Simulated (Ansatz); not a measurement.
The compound is KF (space group F-43m, No. 216), taken as the geometry relaxed with DFT, PBE, PAW with Ansatz's default frozen-core files, scalar-relativistic in Ansatz; the starting structure was generated, so it need not be a known form of this composition.

```cif
data_structure
_symmetry_space_group_name_H-M 'P 1'
_symmetry_Int_Tables_number 1
_cell_length_a 5.9496
_cell_length_b 5.9496
_cell_length_c 5.9496
_cell_angle_alpha 90.000
_cell_angle_beta 90.000
_cell_angle_gamma 90.000
_cell_volume 210.60
loop_
_atom_site_label
_atom_site_type_symbol
_atom_site_fract_x
_atom_site_fract_y
_atom_site_fract_z
_atom_site_occupancy
K1 K 0.00000 0.00000 0.00000 1
F1 F 0.25000 0.25000 0.75000 1
K2 K 0.00000 0.50000 0.50000 1
F2 F 0.25000 0.75000 0.25000 1
K3 K 0.50000 0.00000 0.50000 1
F3 F 0.75000 0.25000 0.25000 1
K4 K 0.50000 0.50000 0.00000 1
F4 F 0.75000 0.75000 0.75000 1
```

Describe the stacking along [111], naming the columns A, B, C as they first turn up.

K(A) – F(B) – K(B) – F(C) – K(C) – F(A) (six layers in 10.31 Å).

F layers alone: BCA, the cubic close-packed type.

K: three tetrahedral sites, counted in one hexagonal cell.

Polytype symbol 3C, the symbol of a tetrahedral polytype (number of double layers in the repeat and lattice).

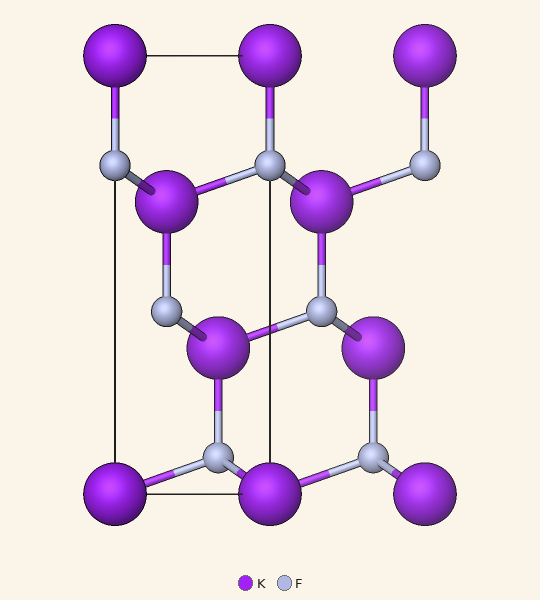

The picture looks along a close-packed row of the hexagonal mesh; [111] points upwards. Every atom sits on one of the three columns of the mesh; call them A, B, C in the order in which they first turn up. The box is the hexagonal cell of the face-centred cubic lattice. The sequence starts with the first layer at or above the cell's origin.
